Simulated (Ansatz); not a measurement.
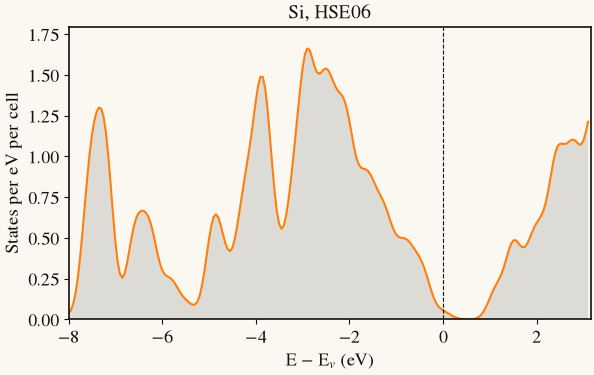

Density of states. Energies are counted from the top of the valence band. The curve is built from the levels of the k mesh with Gaussians 0.4 eV wide, which also blur the band edges.

Structure: Si, space group I4_1/amd (No. 141), 2 atoms in the cell, diamond type, uniaxial (x) strain +4.4%.

Method: DFT, HSE06, plane waves, PAW, no spin polarisation, 6×6×6 k mesh, 420 eV cutoff (Ansatz 0.2.0).

**Is there a gap at the Fermi level, and how wide?**

There is a gap; over the k points computed it is 1.13 eV (indirect; the smallest direct gap is 3.01 eV).
